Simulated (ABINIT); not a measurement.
Run report: BN, dielectric calculation (part 2 of 3)

The same run, continued: BN (P6₃/mmc, 4 atoms in the cell); Kohn-Sham DFT of a periodic cell, PBEsol, PseudoDojo NC SR PBEsol v0.4.1 standard, no spin polarisation (ABINIT 10.8.3); cutoff 979.61 eV, 8×8×2 k-mesh, fixed occupations. The structure derives from an entry of the Crystallography Open Database.

Geometry of the input (Å; fractional positions):
```
2.4982  0.0000  0.0000
-1.2491  2.1635  0.0000
0.0000  0.0000  6.6357
N  0.6667  0.3333  0.2500
N  0.3333  0.6667  0.7500
B  0.6667  0.3333  0.7500
B  0.3333  0.6667  0.2500
```

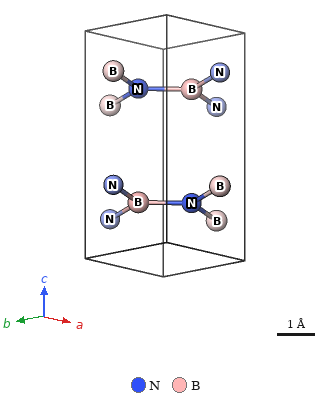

The input geometry (ball-and-stick view of the cell of the calculation, seen at an oblique angle; neighbours outside the cell are drawn fainter).

Output, continued
```
--------------------------------------------------------------------------------
 Perturbation wavevector (in red.coord.)   0.000000  0.000000  0.000000
 Perturbation : derivative vs k along direction   1
 The set of symmetries contains only one element for this perturbation.
 symkpt : not enough symmetry to change the number of k points.

--------------------------------------------------------------------------------

--------------------------------------------------------------------------------

 Initialisation of the first-order wave-functions :
  ireadwf=   0

--- !BeginCycle
iteration_state: {dtset: 2, }
solver: {iscf: -3, nstep: 80, nline: 4, wfoptalg: 0, }
tolerances: {tolwfr: 1.00E-18, }
...

     iter   2DEtotal(Ha)        deltaE(Ha) residm    vres2
-ETOT  1  -38.567256793994     -3.857E+01 7.010E-01 0.000E+00
 ETOT  2  -38.665048547573     -9.779E-02 8.041E-03 0.000E+00
 ETOT  3  -38.665771730121     -7.232E-04 9.487E-05 0.000E+00
 ETOT  4  -38.665783021817     -1.129E-05 3.065E-06 0.000E+00
 ETOT  5  -38.665783261823     -2.400E-07 7.501E-08 0.000E+00
 ETOT  6  -38.665783268123     -6.300E-09 1.660E-09 0.000E+00
 ETOT  7  -38.665783268305     -1.817E-10 8.284E-11 0.000E+00
 ETOT  8  -38.665783268310     -5.805E-12 1.095E-12 0.000E+00
 ETOT  9  -38.665783268311     -1.279E-13 1.608E-13 0.000E+00
 ETOT 10  -38.665783268310      1.350E-13 1.855E-15 0.000E+00
 ETOT 11  -38.665783268310     -5.684E-14 3.120E-16 0.000E+00
 ETOT 12  -38.665783268310      5.684E-14 3.720E-18 0.000E+00
 ETOT 13  -38.665783268310     -1.421E-14 9.944E-19 0.000E+00

 At SCF step   13   max residual=  9.94E-19 < tolwfr=  1.00E-18 =>converged.
================================================================================

 ----iterations are completed or convergence reached----

 Mean square residual over all n,k,spin=   58.989E-20; max=  99.444E-20
 dfpt_looppert : ek2=    7.5575738943E+01
          f-sum rule ratio=    1.0001829406E+00
 Expectation of eigenvalue derivatives (hartree) for nkpt=  64  k points:
  (in case of degenerate eigenvalues, averaged derivative)
 kpt#   1, nband=  8, wtk=  0.01563, kpt=  0.0000  0.0000  0.2500 (reduced coord)
   0.00000   -0.00000   -0.00000    0.00000   -0.00000   -0.00000   -0.00000   -0.00000
 prteigrs : prtvol=0 or 1, do not print more k-points.

 2DEtotal=   -0.3866578327E+02 Ha. Also 2DEtotal=   -0.105214956302E+04 eV
    (  non-var. 2DEtotal :   -3.8665783266E+01 Ha)

--------------------------------------------------------------------------------
 Perturbation wavevector (in red.coord.)   0.000000  0.000000  0.000000
 Perturbation : derivative vs k along direction   2
 The set of symmetries contains only one element for this perturbation.
 symkpt : not enough symmetry to change the number of k points.

--------------------------------------------------------------------------------

--------------------------------------------------------------------------------

 Initialisation of the first-order wave-functions :
  ireadwf=   0

--- !BeginCycle
iteration_state: {dtset: 2, }
solver: {iscf: -3, nstep: 80, nline: 4, wfoptalg: 0, }
tolerances: {tolwfr: 1.00E-18, }
...

     iter   2DEtotal(Ha)        deltaE(Ha) residm    vres2
-ETOT  1  -38.568077951883     -3.857E+01 7.348E-01 0.000E+00
 ETOT  2  -38.665055197283     -9.698E-02 1.004E-02 0.000E+00
 ETOT  3  -38.665771757546     -7.166E-04 1.093E-04 0.000E+00
 ETOT  4  -38.665783016690     -1.126E-05 3.989E-06 0.000E+00
 ETOT  5  -38.665783257301     -2.406E-07 7.501E-08 0.000E+00
 ETOT  6  -38.665783263644     -6.343E-09 2.230E-09 0.000E+00
 ETOT  7  -38.665783263827     -1.831E-10 8.284E-11 0.000E+00
 ETOT  8  -38.665783263833     -5.826E-12 1.321E-12 0.000E+00
 ETOT  9  -38.665783263833     -2.416E-13 1.608E-13 0.000E+00
 ETOT 10  -38.665783263833     -7.105E-15 1.855E-15 0.000E+00
 ETOT 11  -38.665783263833      7.105E-14 3.120E-16 0.000E+00
 ETOT 12  -38.665783263833     -2.132E-14 3.720E-18 0.000E+00
 ETOT 13  -38.665783263833      7.105E-15 9.944E-19 0.000E+00

 At SCF step   13   max residual=  9.94E-19 < tolwfr=  1.00E-18 =>converged.
================================================================================

 ----iterations are completed or convergence reached----

 Mean square residual over all n,k,spin=   58.893E-20; max=  99.444E-20
 dfpt_looppert : ek2=    7.5575738937E+01
          f-sum rule ratio=    1.0001829405E+00
 Expectation of eigenvalue derivatives (hartree) for nkpt=  64  k points:
  (in case of degenerate eigenvalues, averaged derivative)
 kpt#   1, nband=  8, wtk=  0.01563, kpt=  0.0000  0.0000  0.2500 (reduced coord)
   0.00000   -0.00000   -0.00000   -0.00000    0.00000    0.00000   -0.00000   -0.00000
 prteigrs : prtvol=0 or 1, do not print more k-points.

 2DEtotal=   -0.3866578326E+02 Ha. Also 2DEtotal=   -0.105214956290E+04 eV
    (  non-var. 2DEtotal :   -3.8665783262E+01 Ha)

--------------------------------------------------------------------------------
 Perturbation wavevector (in red.coord.)   0.000000  0.000000  0.000000
 Perturbation : derivative vs k along direction   3
 The set of symmetries contains only one element for this perturbation.
 symkpt : not enough symmetry to change the number of k points.

--------------------------------------------------------------------------------

--------------------------------------------------------------------------------

 Initialisation of the first-order wave-functions :
  ireadwf=   0

--- !BeginCycle
iteration_state: {dtset: 2, }
solver: {iscf: -3, nstep: 80, nline: 4, wfoptalg: 0, }
tolerances: {tolwfr: 1.00E-18, }
...

     iter   2DEtotal(Ha)        deltaE(Ha) residm    vres2
-ETOT  1  -4.0654101769180     -4.065E+00 1.709E-02 0.000E+00
 ETOT  2  -4.0802003399671     -1.479E-02 1.955E-03 0.000E+00
 ETOT  3  -4.0803993745244     -1.990E-04 1.034E-05 0.000E+00
 ETOT  4  -4.0804041630293     -4.789E-06 1.693E-06 0.000E+00
 ETOT  5  -4.0804043036988     -1.407E-07 1.192E-08 0.000E+00
 ETOT  6  -4.0804043080361     -4.337E-09 1.892E-09 0.000E+00
 ETOT  7  -4.0804043081747     -1.386E-10 1.445E-11 0.000E+00
 ETOT  8  -4.0804043081792     -4.514E-12 2.248E-12 0.000E+00
 ETOT  9  -4.0804043081793     -1.519E-13 1.775E-14 0.000E+00
 ETOT 10  -4.0804043081793     -3.553E-15 2.739E-15 0.000E+00
 ETOT 11  -4.0804043081793      0.000E+00 2.189E-17 0.000E+00
 ETOT 12  -4.0804043081793     -1.776E-15 3.380E-18 0.000E+00
 ETOT 13  -4.0804043081793      8.882E-16 9.918E-19 0.000E+00

 At SCF step   13   max residual=  9.92E-19 < tolwfr=  1.00E-18 =>converged.
================================================================================

 ----iterations are completed or convergence reached----

 Mean square residual over all n,k,spin=   60.360E-20; max=  99.184E-20
 dfpt_looppert : ek2=    8.0341233313E+00
          f-sum rule ratio=    9.9852700432E-01
 Expectation of eigenvalue derivatives (hartree) for nkpt=  64  k points:
  (in case of degenerate eigenvalues, averaged derivative)
 kpt#   1, nband=  8, wtk=  0.01563, kpt=  0.0000  0.0000  0.2500 (reduced coord)
   0.01187   -0.01305    0.07541   -0.10473    0.00152    0.00152   -0.00154   -0.00154
 prteigrs : prtvol=0 or 1, do not print more k-points.

 2DEtotal=   -0.4080404308E+01 Ha. Also 2DEtotal=   -0.111033457670E+03 eV
    (  non-var. 2DEtotal :   -4.0804043078E+00 Ha)
================================================================================

 ---- first-order wavefunction calculations are completed ----

 Total localisation tensor (bohr^2) in cartesian coordinates
  WARNING : still subject to testing - especially symmetries.
      direction              matrix element
   alpha     beta       real part   imaginary part
     1        1       1.4596985365    0.0000000000
     1        2      -0.5056544058   -0.0000000000
     1        3       0.0000000000    0.0000000000
     2        1      -0.5056544058   -0.0000000000
     2        2       0.8758191219    0.0000000000
     2        3       0.0000000000    0.0000000000
     3        1       0.0000000000    0.0000000000
     3        2       0.0000000000    0.0000000000
     3        3       0.6500824867    0.0000000000

 respfn : d/dk was computed, but no 2DTE, so no DDB output.

================================================================================
== DATASET  3 ==================================================================

--- !DatasetInfo
iteration_state: {dtset: 3, }
dimensions: {natom: 4, nkpt: 64, mband: 8, nsppol: 1, nspinor: 1, nspden: 1, mpw: 2508, }
cutoff_energies: {ecut:  36.0, pawecutdg:  -1.0, }
electrons: {nelect:   1.60000000E+01, charge:   0.00000000E+00, occopt:   1.00000000E+00, tsmear:   1.00000000E-02, }
meta: {optdriver: 1, rfelfd: 3, }
...

 mkfilename : getwfk/=0, take file _WFK from output of DATASET   1.

 mkfilename : getddk/=0, take file _1WF from output of DATASET   2.

 Real(R)+Recip(G) space primitive vectors, cartesian coordinates (Bohr,Bohr^-1):
 R(1)=  4.7209894  0.0000000  0.0000000  G(1)=  0.2118200  0.1222943  0.0000000
 R(2)= -2.3604947  4.0884967  0.0000000  G(2)=  0.0000000  0.2445887  0.0000000
 R(3)=  0.0000000  0.0000000 12.5396556  G(3)=  0.0000000  0.0000000  0.0797470
 Unit cell volume ucvol=  2.4203730E+02 bohr^3
 Angles (23,13,12)=  9.00000000E+01  9.00000000E+01  1.20000000E+02 degrees
 setup1 : take into account q-point for computing boxcut.

 getcut: wavevector=  0.0000  0.0000  0.0000  ngfft=  27  27  72
         ecut(hartree)=     36.000   => boxcut(ratio)=   2.04104
--------------------------------------------------------------------------------

 ==>  initialize data related to q vector <==

 The list of irreducible perturbations for this q vector is:
    1)    idir= 1    ipert=   6
    2)    idir= 3    ipert=   6

================================================================================

 The perturbation idir=   2  ipert=   6 is
 symmetric of a previously calculated perturbation.
 So, its SCF calculation is not needed.

--------------------------------------------------------------------------------
 Perturbation wavevector (in red.coord.)   0.000000  0.000000  0.000000
 Perturbation : homogeneous electric field along direction   1
 The set of symmetries contains only one element for this perturbation.
 symkpt : not enough symmetry to change the number of k points.

--------------------------------------------------------------------------------

--------------------------------------------------------------------------------

 Initialisation of the first-order wave-functions :
  ireadwf=   0

--- !BeginCycle
iteration_state: {dtset: 3, }
solver: {iscf: 7, nstep: 80, nline: 4, wfoptalg: 0, }
tolerances: {tolvrs: 1.00E-08, }
...

     iter   2DEtotal(Ha)        deltaE(Ha) residm    vres2
-ETOT  1  -168.69135840214     -1.687E+02 3.417E+00 6.595E+03
 ETOT  2  -170.98075503686     -2.289E+00 1.086E-01 1.493E+02
 ETOT  3  -171.04723527947     -6.648E-02 1.016E-03 4.286E+00
 ETOT  4  -171.04839733709     -1.162E-03 5.284E-05 7.157E-01
 ETOT  5  -171.04860092724     -2.036E-04 5.907E-06 2.495E-01
 ETOT  6  -171.04870816317     -1.072E-04 7.498E-07 2.278E-04
 ETOT  7  -171.04870839463     -2.315E-07 1.570E-08 4.805E-05
 ETOT  8  -171.04870839973     -5.099E-09 5.673E-10 6.746E-06
 ETOT  9  -171.04870840019     -4.662E-10 4.637E-11 8.035E-07
 ETOT 10  -171.04870840028     -8.606E-11 2.600E-12 1.195E-08
 ETOT 11  -171.04870840028     -1.251E-12 1.840E-13 7.936E-11

 At SCF step   11       vres2   =  7.94E-11 < tolvrs=  1.00E-08 =>converged.
-open ddk wf file :runo_DS2_1WF13
-open ddk wf file :runo_DS2_1WF14
-open ddk wf file :runo_DS2_1WF15
================================================================================

 ----iterations are completed or convergence reached----

 Mean square residual over all n,k,spin=   47.204E-16; max=  18.404E-14

 2DEtotal=   -0.1710487084E+03 Ha. Also 2DEtotal=   -0.465447247116E+04 eV
    (  non-var. 2DEtotal :   -1.7104870834E+02 Ha)

--------------------------------------------------------------------------------
 Perturbation wavevector (in red.coord.)   0.000000  0.000000  0.000000
 Perturbation : homogeneous electric field along direction   3
 The set of symmetries contains only one element for this perturbation.
 symkpt : not enough symmetry to change the number of k points.

--------------------------------------------------------------------------------

--------------------------------------------------------------------------------

 Initialisation of the first-order wave-functions :
  ireadwf=   0

--- !BeginCycle
iteration_state: {dtset: 3, }
solver: {iscf: 7, nstep: 80, nline: 4, wfoptalg: 0, }
tolerances: {tolvrs: 1.00E-08, }
...

     iter   2DEtotal(Ha)        deltaE(Ha) residm    vres2
-ETOT  1  -7.0372414224925     -7.037E+00 2.671E-01 6.098E+03
 ETOT  2  -8.2982371052789     -1.261E+00 8.159E-03 1.081E+02
 ETOT  3  -8.3359628060183     -3.773E-02 3.055E-04 2.046E+00
 ETOT  4  -8.3367397597319     -7.770E-04 1.172E-05 3.112E-02
 ETOT  5  -8.3367521270801     -1.237E-05 6.218E-07 4.217E-04
 ETOT  6  -8.3367523642946     -2.372E-07 3.965E-08 1.200E-05
 ETOT  7  -8.3367523766949     -1.240E-08 1.374E-09 1.994E-07
 ETOT  8  -8.3367523771563     -4.614E-10 1.168E-10 4.783E-09

 At SCF step    8       vres2   =  4.78E-09 < tolvrs=  1.00E-08 =>converged.
-open ddk wf file :runo_DS2_1WF13
-open ddk wf file :runo_DS2_1WF14
-open ddk wf file :runo_DS2_1WF15
================================================================================

 ----iterations are completed or convergence reached----

 Mean square residual over all n,k,spin=   22.982E-13; max=  11.682E-11

 2DEtotal=   -0.8336752377E+01 Ha. Also 2DEtotal=   -0.226854588972E+03 eV
    (  non-var. 2DEtotal :   -8.3367486953E+00 Ha)
================================================================================

 ---- first-order wavefunction calculations are completed ----

 ==> Compute Derivative Database <==
 The violation of the charge neutrality conditions
 by the effective charges is as follows :
    atom        electric field
 displacement     direction
       1               1       -0.002928        0.000000
       1               2        0.000000        0.000000
       1               3        0.000000        0.000000
       2               1        0.000000        0.000000
       2               2       -0.002928        0.000000
       2               3        0.000000        0.000000
       3               1        0.000000        0.000000
       3               2        0.000000        0.000000
       3               3        0.023594        0.000000

 Effective charge tensors after
 imposition of the charge neutrality (if requested by user),
 and eventual restriction to some part :
   atom    displacement
         1         1   -2.699859E+00    0.000000E+00    0.000000E+00
         1         2    2.824351E-16   -2.699859E+00    0.000000E+00
         1         3    0.000000E+00    0.000000E+00   -7.598464E-01
         2         1   -2.699859E+00    0.000000E+00    0.000000E+00
         2         2    2.824351E-16   -2.699859E+00    0.000000E+00
         2         3    0.000000E+00    0.000000E+00   -7.598464E-01
         3         1    2.699859E+00    0.000000E+00    0.000000E+00
         3         2   -2.824351E-16    2.699859E+00    0.000000E+00
         3         3    0.000000E+00    0.000000E+00    7.598464E-01
         4         1    2.699859E+00    0.000000E+00    0.000000E+00
         4         2   -2.824351E-16    2.699859E+00    0.000000E+00
         4         3    0.000000E+00    0.000000E+00    7.598464E-01
 Now, the imaginary part of the dynamical matrix is zeroed

  Dielectric tensor, in cartesian coordinates,
     j1       j2             matrix element
  dir pert dir pert     real part    imaginary part

   1    6   1    6         4.7602346547        -0.0000000000

   2    6   2    6         4.7602346550        -0.0000000000

   3    6   3    6         2.7239940664        -0.0000000000

  Effective charges, in cartesian coordinates,
  (from electric field response)
   if specified in the inputs, charge neutrality has been imposed
     j1       j2             matrix element
  dir pert dir pert     real part    imaginary part

   1    1   1    6        -2.6998591194         0.0000000000
   1    2   1    6        -2.6998591194         0.0000000000
   1    3   1    6         2.6998591194         0.0000000000
   1    4   1    6         2.6998591194         0.0000000000

   2    1   2    6        -2.6998591194         0.0000000000
   2    2   2    6        -2.6998591194         0.0000000000
   2    3   2    6         2.6998591194         0.0000000000
   2    4   2    6         2.6998591194         0.0000000000

   3    1   3    6        -0.7598463612         0.0000000000
   3    2   3    6        -0.7598463612         0.0000000000
   3    3   3    6         0.7598463612         0.0000000000
   3    4   3    6         0.7598463612         0.0000000000

== END DATASET(S) ==============================================================
================================================================================

 -outvars: echo values of variables after computation  --------
            acell      4.7209893936E+00  4.7209893937E+00  1.2539655645E+01 Bohr
           etotal1    -2.6738857802E+01
           etotal2    -4.0804043082E+00
           etotal3    -8.3367523772E+00
            fcart1    -1.7110683791E-28 -2.3050668416E-28 -0.0000000000E+00
                      -1.7110683791E-28 -2.3050668416E-28 -0.0000000000E+00
                      -3.9924928846E-28  1.6464763153E-28 -0.0000000000E+00
                       7.4146296428E-28  2.9636573678E-28 -0.0000000000E+00
            fcart3     0.0000000000E+00  0.0000000000E+00  0.0000000000E+00
                       0.0000000000E+00  0.0000000000E+00  0.0000000000E+00
                       0.0000000000E+00  0.0000000000E+00  0.0000000000E+00
                       0.0000000000E+00  0.0000000000E+00  0.0000000000E+00
            rprim      1.0000000000E+00  0.0000000000E+00  0.0000000000E+00
                      -5.0000000000E-01  8.6602540380E-01  0.0000000000E+00
                       0.0000000000E+00  0.0000000000E+00  1.0000000000E+00
           strten1    -9.4458970676E-05 -9.4458971030E-05 -1.1657184350E-05
                       0.0000000000E+00  0.0000000000E+00  5.5402958709E-14
           strten3     0.0000000000E+00  0.0000000000E+00  0.0000000000E+00
                       0.0000000000E+00  0.0000000000E+00  0.0000000000E+00
           xangst      1.2491199991E+00  7.2117976779E-01  1.6589249989E+00
                      -1.7639405539E-11  1.4423595356E+00  4.9767749966E+00
                       1.2491199991E+00  7.2117976779E-01  4.9767749966E+00
                      -1.7639405539E-11  1.4423595356E+00  1.6589249989E+00
             xred      6.6666666667E-01  3.3333333333E-01  2.5000000000E-01
                       3.3333333333E-01  6.6666666667E-01  7.5000000000E-01
                       6.6666666667E-01  3.3333333333E-01  7.5000000000E-01
                       3.3333333333E-01  6.6666666667E-01  2.5000000000E-01
 Calculation completed.
```

File anaddb.abo
```
.Version 10.8.3 of ANADDB
================================================================================

 -outvars_anaddb: echo values of input variables ----------------------

 Flags :
     dieflag         2
 Miscellaneous information :
         asr         2

================================================================================

 read the DDB information and perform some checks

  ==== Info on the Cryst% object ====
 Real(R)+Recip(G) space primitive vectors, cartesian coordinates (Bohr,Bohr^-1):
 R(1)=  4.7209894  0.0000000  0.0000000  G(1)=  0.2118200  0.1222943  0.0000000
 R(2)= -2.3604947  4.0884967  0.0000000  G(2)=  0.0000000  0.2445887  0.0000000
 R(3)=  0.0000000  0.0000000 12.5396556  G(3)=  0.0000000  0.0000000  0.0797470
 Unit cell volume ucvol=  2.4203730E+02 bohr^3
 Angles (23,13,12)=  9.00000000E+01  9.00000000E+01  1.20000000E+02 degrees
 Time-reversal symmetry is present
 Reduced atomic positions [iatom, xred, symbol]:
    1)    0.6666667  0.3333333  0.2500000   N
    2)    0.3333333  0.6666667  0.7500000   N
    3)    0.6666667  0.3333333  0.7500000   B
    4)    0.3333333  0.6666667  0.2500000   B

 DDB file with 3 blocks has been read.

================================================================================

 Dielectric Tensor and Effective Charges

 anaddb : Zero the imaginary part of the Dynamical Matrix at Gamma,
   and impose the ASR on the effective charges
```
